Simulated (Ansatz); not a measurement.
Two G0W0 runs on WSe2 (layers cut from the bulk crystal).

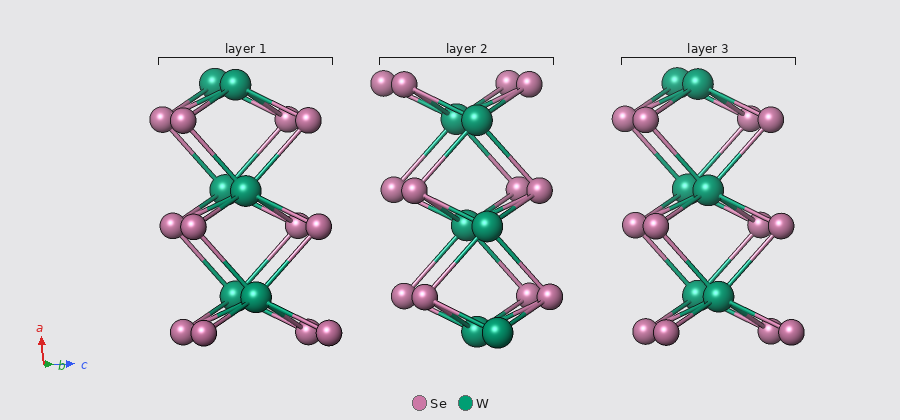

The structure (selenium pink, tungsten teal). 3×2×1 cells are drawn.

The cell holds 9 atoms: 6 Se and 3 W. Cell: a = 3.234 Å, b = 3.234 Å, c = 54.800 Å, α = 90.0°, β = 90.0°, γ = 120.0°. It derives from WSe2. Regions: layer 1, 3 atoms (2 Se and 1 W); layer 2, 3 atoms (2 Se and 1 W); layer 3, 3 atoms (2 Se and 1 W). Vacuum lies along c.

```xyz
9
Lattice="3.2338 0.0000 0.0000 -1.6169 2.8005 0.0000 0.0000 0.0000 54.8000" Properties=species:S:1:pos:R:3
Se    0.0000    1.8670   19.5082
W     1.6169    0.9335   21.1896
Se    0.0000    1.8670   22.8717
Se    1.6169    0.9335   25.7200
W     0.0000    1.8670   27.4000
Se    1.6169    0.9335   29.0800
Se    0.0000    1.8670   31.9283
W     1.6169    0.9335   33.6104
Se    0.0000    1.8670   35.2918
```

The structure was relaxed with PBEsol-D3(BJ). The runs that relaxed it are not among those shown. Spin-orbit coupling is left out unless a run names it.

The first (Ansatz 0.2.0; start PBEsol, 6×6×1 mesh, 660 empty bands, screening to 70 eV, PAW set soft_1 files; 1 × NVIDIA H100 80GB HBM3 (shared by 6 runs) with 2 threads of AMD EPYC 7R13 (Zen 3), shared host) gave, on its mesh: starting gap 0.93 eV, G0W0 gap 1.26 eV, mean of 1 + 4πα/V (set by the cell height) 4.55, 98 s.

**Question.** The second changes empty bands from 660 to 263 and screening cutoff (eV) from 70.0 to 38. What does it give?

It gave: starting gap 0.93 eV, G0W0 gap 1.19 eV, mean of 1 + 4πα/V (set by the cell height) 4.57, 34 s. The G0W0 gap moves by −0.07 eV, +0.00 eV from the start and −0.07 eV from the correction. Σc changes by +0.36 eV at the valence top and +0.29 eV at the conduction bottom, and Σx − Vxc between them by +0.0001 eV.

Limits: not at the basis limit; coarse mesh for a sheet; no spin-orbit coupling.

[Paths, hosts, dates, memory and timing lines, banners, echoed tables and standing remarks are left out of the program output.]

[Logs are printed without paths, hosts, clocks, repeated set-up lines and the standing remarks that a program may print on its own settings, such as how far it seeks lower states.]

[Runs of the session that timed out or met a known fault of the program may be left out.]

[Cells called generated may have been cut or substituted from an entry of the Crystallography Open Database or the Materials Project.]

[Hosts, paths, dates, database ids (printed as entryN), source tags and the programs' standing remarks are cut or masked in the printed files.]
